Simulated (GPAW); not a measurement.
System: PbSe (space group Fm-3m).

Computed with GPAW 26.7.0: PAW DFT in plane waves, on a grid or in atomic orbitals, no spin polarisation; energies at scaled volumes of the given cell, shape and fractions fixed, counted from the fit's minimum, third-order Birch-Murnaghan fit. All runs: no spin polarisation.

```tsv
setting	value
occupations	Fermi–Dirac
smearing width	0.05 eV
wave cutoff	600 eV
```

Settings that differ: PBEsol: k mesh 8×8×8, potentials PAW-data-sets-made-by gpaw-setup-for-the-functional; rSCAN: k mesh 6×6×6, potentials GPAW-PAW-data-sets-(gpaw-data-1.2.1); r2SCAN: k mesh 8×8×8, potentials GPAW-PAW-data-sets-(gpaw-data-1.2.1).

What does the calculation give for the energy against volume, with one curve for each functional? The cases: PBEsol; rSCAN; r2SCAN.

The fitted equilibrium volumes, smallest first, are PBEsol 28.279, r2SCAN 29.393, rSCAN 29.416 Å³/atom. The fitted bulk moduli, smallest first, are rSCAN 51.5, r2SCAN 51.6, PBEsol 52.8 GPa.

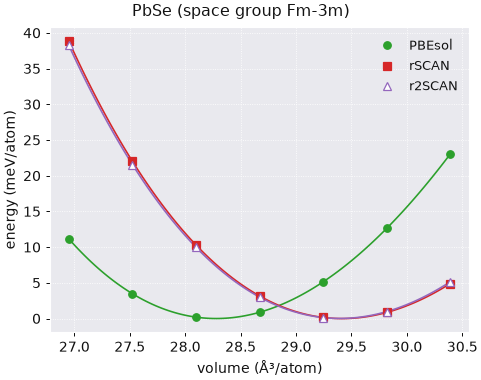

Keep in mind: spin-orbit coupling left out, heavy elements.
